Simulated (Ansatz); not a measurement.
**Dielectric response of AlN (10-10) films**

How well do thin wurtzite AlN (10-10) films screen a perpendicular field?

Calculated with Ansatz 0.2.0; plane-wave DFT, PBE, Ansatz PAW (set soft_1); PAW set soft_1, in the first sound run; inputs show where later runs differ.

**1. The starting structure**

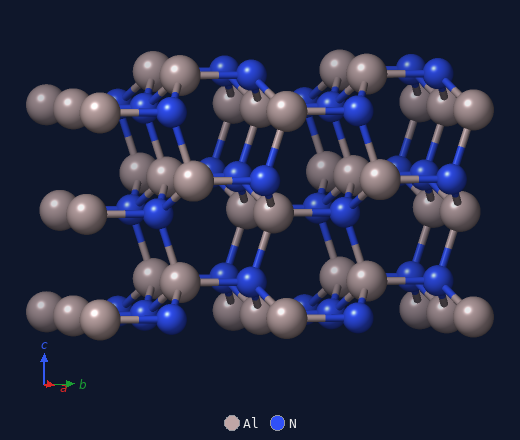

The cell as given, from the side, with the c axis up (aluminium light grey, nitrogen blue). 2×2×1 cells are drawn. Some periodic images of atoms are drawn too.

The cell holds 12 atoms: 6 Al and 6 N. Its edges and angles: a = 3.110 Å, b = 4.980 Å, c = 24.284 Å, α = 90.0°, β = 90.0°, γ = 90.0°. It derives from AlN (wurtzite AlN). Vacuum lies along c.

Coordinates:

```cif
data_structure
_symmetry_space_group_name_H-M 'P 1'
_symmetry_Int_Tables_number 1
_cell_length_a 3.1100
_cell_length_b 4.9800
_cell_length_c 24.2845
_cell_angle_alpha 90.000
_cell_angle_beta 90.000
_cell_angle_gamma 90.000
_cell_volume 376.11
loop_
_atom_site_label
_atom_site_type_symbol
_atom_site_fract_x
_atom_site_fract_y
_atom_site_fract_z
_atom_site_occupancy
Al1 Al 0.00000 0.00000 0.37061 1
N2 N 0.00000 0.38200 0.37061 1
Al3 Al 0.50000 0.50000 0.40758 1
N4 N 0.50000 0.88200 0.40758 1
Al5 Al 0.50000 0.00000 0.48152 1
N6 N 0.50000 0.38200 0.48152 1
Al7 Al 0.00000 0.50000 0.51848 1
N8 N 0.00000 0.88200 0.51848 1
Al9 Al 0.00000 0.00000 0.59242 1
N10 N 0.00000 0.38200 0.59242 1
Al11 Al 0.50000 0.50000 0.62939 1
N12 N 0.50000 0.88200 0.62939 1
```

**2. Relaxing the film, 12 atoms, units 3**

The structure is relaxed first, because levels and dipoles at a surface follow the positions of the outer atoms.

File input.yaml:

```yaml
crystal:
  lattice:
    - [3.11, 0.0, 0.0]
    - [0.0, 4.98, 0.0]
    - [0.0, 0.0, 24.2844576801]
  atoms:
    - { symbol: Al, position: [0.0, 0.0, 0.3706074115] }
    - { symbol: "N", position: [0.0, 0.382, 0.3706074115] }
    - { symbol: Al, position: [0.5, 0.5, 0.4075767225] }
    - { symbol: "N", position: [0.5, 0.882, 0.4075767225] }
    - { symbol: Al, position: [0.5, 0.0, 0.4815153445] }
    - { symbol: "N", position: [0.5, 0.382, 0.4815153445] }
    - { symbol: Al, position: [0.0, 0.5, 0.5184846555] }
    - { symbol: "N", position: [0.0, 0.882, 0.5184846555] }
    - { symbol: Al, position: [0.0, 0.0, 0.5924232775] }
    - { symbol: "N", position: [0.0, 0.382, 0.5924232775] }
    - { symbol: Al, position: [0.5, 0.5, 0.6293925885] }
    - { symbol: "N", position: [0.5, 0.882, 0.6293925885] }
kpoints:
  mp_grid: { grid: [8, 6, 1] }
hamiltonian:
  xc: pbe
  pseudopotentials: { kind: paw, azcp: { folder: soft_1 } }
scf:
  occupations: { method: fixed }
  convergence: { dr2_threshold: 1.0e-09 }
efield:
  axis: 3
  dipole_correction: true
  ramp_position: 0.97
  ramp_width: 0.06
relax:
  f_tol: 0.003
  max_steps: 100
output:
  write_potential: true
  write_density: true
  volumetric_format: npy
```

Started as:

```sh
$ ansatz run input.yaml --threads 4 --pin off --max-ram 8192MiB --backend cpu --events-out ev --progress --plain --runs-dir out
```

Numbers of over 12 decimals in the logs are rounded to 6 here.

Output:

```text
Engine: ansatz 0.2.0, aarch64-unknown-linux-gnu
Pseudopotentials: kind: paw
Pseudopotential: Al, paw, valence charge 3, recommended cutoff 420 eV (normal), soft_1/Al.paw.azcp
Pseudopotential: N, paw, valence charge 5, recommended cutoff 420 eV (normal), soft_1/N.paw.azcp
Functional definition: PBE
  parameter kappa = 0.804
  parameter beta = 0.066725
  exchange = pbe_x(kappa = kappa, mu = beta*pi^2/3)
  correlation = pbe_c(beta = beta)
Crystal: 12 atoms, lattice volume = 376.113 Å³
Basis set: ecut = 420 eV, 7379 PW (Γ), exchange–correlation on 48×72×360 points (8 copies of the dense FFT grid, shifted against one another)
Bands: 36, of which v1, the nominal top of the filled ones, is band 24 counted from 1 (23 counted from 0)
Symmetry: 2 space group operations
k-points: 20 of 48 (time reversal used)
Non-local potential: Al, projectors of the file, l = 0: 2, l = 1: 2, l = 2: 1
Non-local potential: N, projectors of the file, l = 0: 2, l = 1: 2, l = 2: 1
PAW form: soft (Blöchl's): semilocal exchange-correlation on the pseudo side does not see the compensation charge
PAW one-centre angular grid: Al, 110 points (default); XC on 64 Gauss nodes
PAW one-centre angular grid: N, 110 points (default); XC on 64 Gauss nodes
Initial density: superposition of atomic densities (neutral atoms: chi_scale 0, normalization atom)
Initial wavefunctions: pseudopotential atomic-orbital guess
Functional: x = pbe(κ = 0.804, μ = 0.219515), c = pbe(β = 0.066725)
SCF iter   1: F=—  HF=-5558.334142 eV  |F-HF|=—  |Δ(HF+E_count)|=         —  Δρ=1.06e-1  dr2=5.95e1  ethr=3.10e-3  p=0.000 e·Å  D=9.72e-15 V/Å  ΔV_dip=-0.00 eV  dr2_dipole=2.10e-8  V_vac-E_F(+/−)=11.61/11.61 eV  ⟨swp⟩=5.7  Hψ=3280  notcnv=0  defer=200
efield: sawtooth ramp at fractional position 0.9700 (set: `efield.ramp_position`, or a place that a band, a saddle search or an elastic batch's reference lends), width 0.0600; the density the first Hamiltonian is built on has a dipole p = 0.000 e·Å; the dipole correction subtracts the counter field D = 9.72e-15 V/Å, which shifts the + side's vacuum level by -0.00 eV against the − side's; the planar-averaged density in the ramp window peaks in size at 4.6e-6 e/Å³
preconditioner: auto → Resta (q_TF=auto, 1.936 Å⁻¹)  ε∞=1.9  [insulator: Δε(μ)=4.644 eV  Ē_g=13.956 eV  n_scr=36 (ndim 8)  ℏωp=13.3 eV  f_vac=0.564  ε∞_Penn≈1.9  vacuum switching on, ρ_ref=1.4e-2 e/Å³]
SCF iter   2: F=—  HF=-5541.776202 eV  |F-HF|=—  |Δ(HF+E_count)|=    1.66e1  Δρ=4.85e-2  dr2=5.25e0  ethr=3.10e-3  p=-0.000 e·Å  D=-3.71e-5 V/Å  ΔV_dip=0.00 eV  dr2_dipole=1.08e-7  V_vac-E_F(+/−)=4.82/4.82 eV  ⟨swp⟩=4.2  Hψ=2125  notcnv=0  defer=200  κ⁻¹=1.0e0(r=1)
density mixer auto → broyden: gapped, with many states about μ (density of states about μ 0.33 of a free-electron gas's, 36 screened modes)
SCF iter   3: F=—  HF=-5540.638157 eV  |F-HF|=—  |Δ(HF+E_count)|=    1.14e0  Δρ=1.69e-2  dr2=1.09e0  ethr=3.10e-3  p=0.000 e·Å  D=3.34e-5 V/Å  ΔV_dip=-0.00 eV  dr2_dipole=1.54e-10  V_vac-E_F(+/−)=5.97/5.97 eV  ⟨swp⟩=2.0  Hψ=1342  notcnv=0  defer=195  κ⁻¹=1.4e-2(r=2)
SCF iter   4: F=—  HF=-5540.444731 eV  |F-HF|=—  |Δ(HF+E_count)|=   1.93e-1  Δρ=9.50e-3  dr2=2.37e-1  ethr=2.26e-3  p=0.000 e·Å  D=4.31e-5 V/Å  ΔV_dip=-0.00 eV  dr2_dipole=3.97e-8  V_vac-E_F(+/−)=5.07/5.07 eV  ⟨swp⟩=2.0  Hψ=807  notcnv=0  defer=198  κ⁻¹=5.3e-3(r=3)
SCF iter   5: F=—  HF=-5540.417693 eV  |F-HF|=—  |Δ(HF+E_count)|=   2.70e-2  Δρ=1.68e-3  dr2=3.06e-2  ethr=4.95e-4  p=-0.000 e·Å  D=-1.68e-5 V/Å  ΔV_dip=0.00 eV  dr2_dipole=1.26e-8  V_vac-E_F(+/−)=4.79/4.79 eV  ⟨swp⟩=2.9  Hψ=1348  notcnv=0  defer=200  κ⁻¹=2.4e-4(r=4)
SCF iter   6: F=—  HF=-5540.412618 eV  |F-HF|=—  |Δ(HF+E_count)|=   5.08e-3  Δρ=1.01e-3  dr2=6.89e-3  ethr=6.38e-5  p=-0.000 e·Å  D=-1.41e-6 V/Å  ΔV_dip=0.00 eV  dr2_dipole=1.09e-9  V_vac-E_F(+/−)=4.88/4.88 eV  ⟨swp⟩=2.0  Hψ=718  notcnv=0  defer=200  κ⁻¹=2.1e-5(r=5)
SCF iter   7: F=—  HF=-5540.412331 eV  |F-HF|=—  |Δ(HF+E_count)|=   2.87e-4  Δρ=3.10e-4  dr2=5.70e-4  ethr=1.43e-5  p=0.000 e·Å  D=6.95e-6 V/Å  ΔV_dip=-0.00 eV  dr2_dipole=1.24e-9  V_vac-E_F(+/−)=4.97/4.97 eV  ⟨swp⟩=2.5  Hψ=1060  notcnv=0  defer=200  κ⁻¹=1.0e-6(r=6)
SCF iter   8: F=—  HF=-5540.412428 eV  |F-HF|=—  |Δ(HF+E_count)|=   9.74e-5  Δρ=1.01e-4  dr2=7.30e-5  ethr=1.19e-6  p=-0.000 e·Å  D=-7.15e-6 V/Å  ΔV_dip=0.00 eV  dr2_dipole=1.22e-9  V_vac-E_F(+/−)=4.94/4.94 eV  ⟨swp⟩=2.0  Hψ=1029  notcnv=0  defer=200  κ⁻¹=1.7e-7(r=7)
SCF iter   9: F=—  HF=-5540.412426 eV  |F-HF|=—  |Δ(HF+E_count)|=   1.73e-6  Δρ=3.52e-5  dr2=5.26e-6  ethr=1.52e-7  p=0.000 e·Å  D=3.24e-6 V/Å  ΔV_dip=-0.00 eV  dr2_dipole=1.61e-10  V_vac-E_F(+/−)=4.95/4.95 eV  ⟨swp⟩=2.0  Hψ=1050  notcnv=0  defer=187  κ⁻¹=5.2e-8(r=8)
SCF iter  10: F=—  HF=-5540.412430 eV  |F-HF|=—  |Δ(HF+E_count)|=   3.24e-6  Δρ=7.70e-6  dr2=4.09e-7  ethr=1.10e-8  p=-0.000 e·Å  D=-9.55e-7 V/Å  ΔV_dip=0.00 eV  dr2_dipole=3.12e-16  V_vac-E_F(+/−)=4.95/4.95 eV  ⟨swp⟩=2.0  Hψ=1047  notcnv=0  defer=169  κ⁻¹=5.6e-8(r=8)
SCF iter  11: F=—  HF=-5540.412542 eV  |F-HF|=—  |Δ(HF+E_count)|=   1.12e-4  Δρ=4.38e-6  dr2=7.17e-8  ethr=8.52e-10  p=-0.000 e·Å  D=-7.92e-7 V/Å  ΔV_dip=0.00 eV  dr2_dipole=8.61e-11  V_vac-E_F(+/−)=4.95/4.95 eV  ⟨swp⟩=2.6  Hψ=1165  notcnv=0  defer=162  κ⁻¹=1.1e-7(r=8)
SCF iter  12: F=—  HF=-5540.412542 eV  |F-HF|=—  |Δ(HF+E_count)|=   1.02e-8  Δρ=1.89e-6  dr2=1.45e-8  ethr=1.49e-10  p=0.000 e·Å  D=1.12e-6 V/Å  ΔV_dip=-0.00 eV  dr2_dipole=4.45e-11  V_vac-E_F(+/−)=4.95/4.95 eV  ⟨swp⟩=2.7  Hψ=1021  notcnv=0  defer=162  κ⁻¹=7.2e-8(r=8)
SCF iter  13: F=-5540.412542 eV  HF=-5540.412542 eV  |F-HF|=8.19e-11  |Δ(HF+E_count)|=   1.14e-9  Δρ=5.64e-7  dr2=8.72e-10  ethr=2.08e-12  p=-0.000 e·Å  D=-5.55e-7 V/Å  ΔV_dip=0.00 eV  dr2_dipole=1.30e-11  V_vac-E_F(+/−)=4.95/4.95 eV  ⟨swp⟩=7.0  Hψ=4584  notcnv=0
SCF 1 converged in 13 iterations: F = -5540.412542 eV  dr2 = 8.72e-10
  greatest PAW one-centre occupation: 0.793 electrons in one spin orbital (limit 2), on the N atom at site 9 (counted from 0), in its partial waves of l = 0
relax step   1: F+E_penalty+E_count = -5540.41254216 eV  Δ(F+E_penalty+E_count) = +0.000e0 eV  max|allowed force component| = 1.836e0 eV/Å  Δτ_max = 0.0000 Å  (13 SCF iters, accepted)
Initial density: handed on by an earlier stage of this run
Initial wavefunctions: those handed on with the density
iter 1 solved again at ethr=3.91e-4 eV; its pass at ethr=3.10e-3 eV (dr2=1.88e-1 eV) is discarded
[...]
relax step   3: F+E_penalty+E_count = -5541.30908426 eV  Δ(F+E_penalty+E_count) = -2.522e-1 eV  max|allowed force component| = 9.820e-1 eV/Å  Δτ_max = 0.1001 Å  (11 SCF iters, accepted)
[...]
relax step   4: F+E_penalty+E_count = -5541.36355544 eV  Δ(F+E_penalty+E_count) = -5.447e-2 eV  max|allowed force component| = 1.216e-1 eV/Å  Δτ_max = 0.0291 Å  (10 SCF iters, accepted)
[...]
relax step   5: F+E_penalty+E_count = -5541.36452516 eV  Δ(F+E_penalty+E_count) = -9.697e-4 eV  max|allowed force component| = 1.295e-1 eV/Å  Δτ_max = 0.0167 Å  (9 SCF iters, accepted)
[...]
relax step   6: F+E_penalty+E_count = -5541.36683157 eV  Δ(F+E_penalty+E_count) = -2.306e-3 eV  max|allowed force component| = 7.627e-3 eV/Å  Δτ_max = 0.0120 Å  (8 SCF iters, accepted)
SCF iter   1: F=—  HF=-5541.366730 eV  |F-HF|=—  |Δ(HF+E_count)|=         —  Δρ=5.32e-5  dr2=1.25e-5  ethr=2.67e-7  p=0.000 e·Å  D=2.49e-7 V/Å  ΔV_dip=-0.00 eV  dr2_dipole=1.76e-12  V_vac-E_F(+/−)=5.68/5.68 eV  ⟨swp⟩=2.0  Hψ=1496  notcnv=0  defer=199
efield: sawtooth ramp at fractional position 0.9700 (set: `efield.ramp_position`, or a place that a band, a saddle search or an elastic batch's reference lends), width 0.0600; the density the first Hamiltonian is built on has a dipole p = 0.000 e·Å; the dipole correction subtracts the counter field D = 2.49e-7 V/Å, which shifts the + side's vacuum level by -0.00 eV against the − side's; the planar-averaged density in the ramp window peaks in size at 5.5e-6 e/Å³
preconditioner: auto → Resta (q_TF=auto, 1.936 Å⁻¹)  ε∞=2.3  [insulator: Δε(μ)=2.564 eV  Ē_g=11.657 eV  n_scr=36 (ndim 8)  ℏωp=13.3 eV  f_vac=0.601  ε∞_Penn≈2.3  vacuum switching on, ρ_ref=9.9e-3 e/Å³]
SCF iter   2: F=—  HF=-5541.366727 eV  |F-HF|=—  |Δ(HF+E_count)|=   2.98e-6  Δρ=2.39e-5  dr2=2.37e-6  ethr=2.61e-8  p=-0.000 e·Å  D=-3.74e-8 V/Å  ΔV_dip=0.00 eV  dr2_dipole=6.03e-14  V_vac-E_F(+/−)=5.68/5.68 eV  ⟨swp⟩=2.8  Hψ=1267  notcnv=0  defer=137  κ⁻¹=1.0e0(r=1)
density mixer auto → broyden: gapped, where msr1 would fit the directions that read negative (density of states about μ 0.03 of a free-electron gas's, 36 screened modes)
SCF iter   3: F=—  HF=-5541.366841 eV  |F-HF|=—  |Δ(HF+E_count)|=   1.14e-4  Δρ=1.36e-5  dr2=5.97e-7  ethr=4.94e-9  p=0.000 e·Å  D=3.23e-8 V/Å  ΔV_dip=-0.00 eV  dr2_dipole=1.28e-14  V_vac-E_F(+/−)=5.68/5.68 eV  ⟨swp⟩=2.5  Hψ=1039  notcnv=0  defer=131  κ⁻¹=2.5e-1(r=2)
SCF iter   4: F=—  HF=-5541.366841 eV  |F-HF|=—  |Δ(HF+E_count)|=   7.31e-8  Δρ=4.29e-6  dr2=3.87e-8  ethr=1.24e-9  p=0.000 e·Å  D=1.88e-8 V/Å  ΔV_dip=-0.00 eV  dr2_dipole=5.72e-16  V_vac-E_F(+/−)=5.68/5.68 eV  ⟨swp⟩=2.5  Hψ=1065  notcnv=0  defer=131  κ⁻¹=1.1e-2(r=3)
SCF iter   5: F=—  HF=-5541.366841 eV  |F-HF|=—  |Δ(HF+E_count)|=   3.99e-9  Δρ=1.30e-6  dr2=4.20e-9  ethr=8.06e-11  p=0.000 e·Å  D=7.86e-9 V/Å  ΔV_dip=-0.00 eV  dr2_dipole=2.80e-16  V_vac-E_F(+/−)=5.68/5.68 eV  ⟨swp⟩=2.6  Hψ=1168  notcnv=0  defer=131  κ⁻¹=1.5e-3(r=4)
SCF iter   6: F=-5541.366841 eV  HF=-5541.366841 eV  |F-HF|=2.17e-10  |Δ(HF+E_count)|=   1.27e-9  Δρ=3.25e-7  dr2=2.36e-10  ethr=2.08e-12  p=0.000 e·Å  D=1.39e-9 V/Å  ΔV_dip=-0.00 eV  dr2_dipole=7.51e-13  V_vac-E_F(+/−)=5.68/5.68 eV  ⟨swp⟩=8.0  Hψ=3897  notcnv=0
SCF 7 converged in 6 iterations: F = -5541.366841 eV  dr2 = 2.36e-10
relax step   7: F+E_penalty+E_count = -5541.36684099 eV  Δ(F+E_penalty+E_count) = -9.423e-6 eV  max|allowed force component| = 1.098e-3 eV/Å  Δτ_max = 0.0009 Å  (6 SCF iters, accepted)
NSCF: frozen V_eff on 20 k-points
the band table was solved once a step of the walk had ended and its energy, with any forces and stress, was formed, with the checks that follow a solve (5680 applications of the Hamiltonian). They found nothing against the state; the energy, forces and stress were not computed again (output.eigenvalues in the input reference)
WARN: The output density's exchange-correlation potential varies sharply where the density is thin. Do not read a vacuum level from v_tot or v_xc, or from such a field of the output density. On a cell that repeats whose density bears no net charge and no dipole along the vacuum's axis use v_es (v_loc + v_h of the components); under efield.dipole_correction with no amplitude use v_es + v_field, which holds any externa [...]
SCF converged after 6 iterations
Stability not checked: this state was not tested for a lower state beside it, because the mixer in use, unlike msr1, does not test its closes by its own steps (another_mixer; see scf.mixing.algorithm and scf.lower_state_search)
Free energy (F): -5541.366841 eV
Harris-Foulkes:  -5541.366841 eV  (|F-HF|=2.17e-10)
Internal energy: -5541.366841 eV  (E = F + TS)
E sigma→0 (E₀):  -5541.366841 eV
Fermi energy:    -1.309800 eV
Dipole field:    D = -0.000001 V/Å  (p = -0.000002 e·Å, saw-weighted, corrected)
Work function:   Φ+ = 5.6774 eV   Φ− = 5.6774 eV
Levels:          The Fermi level and band energies are counted from a zero that moves with the ramp; work functions are not
--- Per-component energies (eV) ---
  E_band       = -316.006929
  E_kinetic    = 933.399716
  E_local      = -26209.522958  (includes V_loc(G=0)·N_el)
  E_nonlocal   = 269.418052
  E_hartree    = 12736.419865
  E_xc         = -591.298778
  E_vxc        = -637.627793  (∫ρ·V_xc dr)
  E_paw        = -3587.159563  (= ΣΔE_a)
  E_vpaw       = -144.518931  (= ΣTr[D̂ρ^β])
  E_aug_tail   = 0.005215  (compensation charges beyond the density's cutoff)
  E_efield     = 0.000000  (sawtooth field / dipole correction)
  E_vefield    = 0.000000  (∫n·V_field dr)
  E_ewald      = 10907.371610
  E_smearing   = -0.000000  (= −TS)
  E_closure    = -0.000000  (closes the sum)
  Σ components = -5541.366841   (vs F -5541.366841, Δ=0.00e0)
--- Forces (eV/Å), atoms counted from 1 ---
  atom   1  Al     0.00000000    -0.00027745    -0.00005095
  atom   2  N      0.00000000    -0.00038710     0.00011837
  atom   3  Al     0.00000000     0.00043511     0.00006635
  atom   4  N      0.00000000     0.00013836    -0.00073753
  atom   5  Al     0.00000000    -0.00024882    -0.00109322
  atom   6  N      0.00000000     0.00033478     0.00053714
  atom   7  Al     0.00000000    -0.00024856     0.00109752
  atom   8  N      0.00000000     0.00033447    -0.00054057
  atom   9  Al     0.00000000     0.00043620    -0.00006424
  atom  10  N      0.00000000     0.00013917     0.00073437
  atom  11  Al     0.00000000    -0.00027900     0.00005159
  atom  12  N      0.00000000    -0.00038691    -0.00011919
  max |Σ_I F_I| component: 9.76e-6 eV/Å
--- Band table (eV; the first three rows and the last of 20) ---
  k-point 0: bands = [... 20 lower, -1.7012, -1.6375, -1.5784, -1.3737, 1.2538, 1.8896, 3.9052, 4.2056, ... 8 higher]
  k-point 1: bands = [... 20 lower, -1.7438, -1.6717, -1.6229, -1.4073, 1.5777, 1.9997, 3.7935, 4.2654, ... 8 higher]
  k-point 2: bands = [... 20 lower, -1.8187, -1.7287, -1.6733, -1.4554, 1.9900, 2.1470, 3.6785, 4.1888, ... 8 higher]
  k-point 19: bands = [... 20 lower, -2.4115, -2.4115, -1.3415, -1.3415, 2.7425, 2.7425, 4.1035, 4.1035, ... 8 higher]
--- Relaxed structure (7 steps of the walk, 7 accepted, 0 SCFs on fresh bases) ---
  F+E_penalty+E_count = -5541.36684099 eV   max|allowed force component| = 1.098e-3 eV/Å
  atoms:
    - { symbol: Al, position: [0.0, 0.024222, 0.380244] }
    - { symbol: N, position: [0.0, 0.376841, 0.370491] }
    - { symbol: Al, position: [0.5, 0.492782, 0.402705] }
    - { symbol: N, position: [0.5, 0.874412, 0.406707] }
    - { symbol: Al, position: [0.5, -0.00172811, 0.483690] }
    - { symbol: N, position: [0.5, 0.379472, 0.481026] }
    - { symbol: Al, position: [0.0, 0.498272, 0.516310] }
    - { symbol: N, position: [0.0, 0.879472, 0.518974] }
    - { symbol: Al, position: [0.0, -0.00721848, 0.597295] }
    - { symbol: N, position: [0.0, 0.374413, 0.593293] }
    - { symbol: Al, position: [0.5, 0.524222, 0.619756] }
    - { symbol: N, position: [0.5, 0.876841, 0.629509] }
```

Run time: 48 s. Hardware: 4 threads of Arm Neoverse V1, shared host; peak memory 0.74 GiB.

Relaxation path:

```csv
step,energy less that of the first step (eV),largest force component (eV/Å)
1,0.0000,1.8363
2,-0.6444,1.1485
3,-0.8965,0.9820
4,-0.9510,0.1216
5,-0.9520,0.1295
6,-0.9543,0.0076
7,-0.9543,0.0011
```

Forces are held to the 2 operations that the run works with; a distortion that breaks them can't arise in this run.

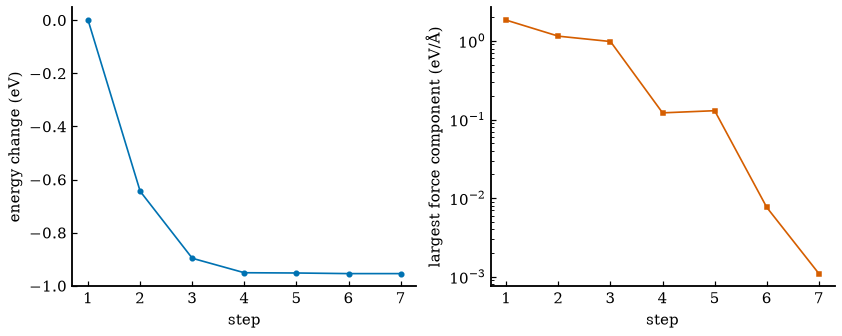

Energy and largest force along the relaxation.

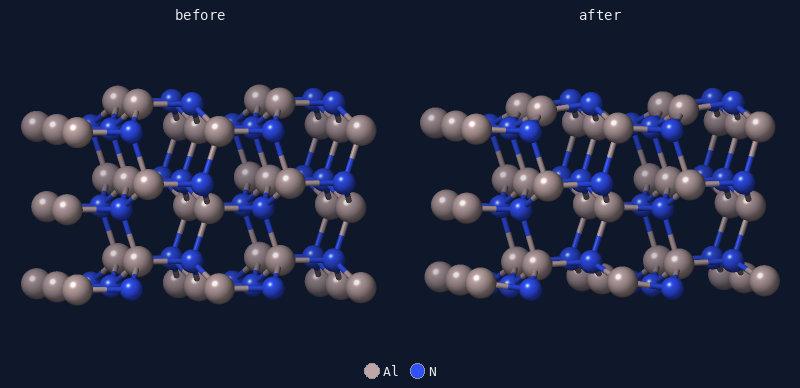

The structure before and after the relaxation, drawn at the same scale.

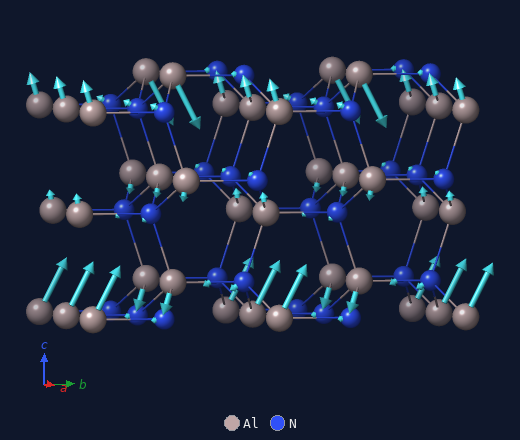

Displacements in the relaxation, exaggerated; the longest in the cell stands for 0.26 Å. 2×2×1 cells are drawn. Some periodic images of atoms are drawn too.

The atoms that moved most (Å):

```csv
atom,dx,dy,dz,length
Al11,0.000,0.121,-0.234,0.263
Al1,0.000,0.121,0.234,0.263
Al3,0.000,-0.036,-0.118,0.124
Al9,0.000,-0.036,0.118,0.124
Al7,0.000,-0.009,-0.053,0.054
Al5,0.000,-0.009,0.053,0.054
N10,0.000,-0.038,0.021,0.043
N4,0.000,-0.038,-0.021,0.043
```

Final coordinates:

```xyz
12
Lattice="3.1100 0.0000 0.0000 0.0000 4.9800 0.0000 0.0000 0.0000 24.2845" Properties=species:S:1:pos:R:3
Al    0.0000    0.1206    9.2340
N     0.0000    1.8767    8.9972
Al    1.5550    2.4541    9.7795
N     1.5550    4.3546    9.8767
Al    1.5550   -0.0086   11.7462
N     1.5550    1.8898   11.6815
Al    0.0000    2.4814   12.5383
N     0.0000    4.3798   12.6030
Al    0.0000   -0.0359   14.5050
N     0.0000    1.8646   14.4078
Al    1.5550    2.6106   15.0504
N     1.5550    4.3667   15.2873
```

This step gave:

- gap on the k-mesh: 2.564 eV
- dipole along the normal: -1.76e-6 e·Å
- ionisation energy, upper face: 5.677 eV
- electron affinity, upper face: 3.114 eV

(Part 1 of 6 ends here.)

[Logs are printed without paths, hosts, clocks, repeated set-up lines and the standing remarks that a program may print on its own settings, such as how far it seeks lower states.]

[Hosts, paths, dates, database ids (printed as entryN), source tags and the programs' standing remarks are cut or masked in the printed files.]

[Maps of the electrostatic potential energy from Ansatz leave out the sawtooth potential of an applied field or a dipole correction, so their vacuum need not be flat; planar profiles and work functions include it.]
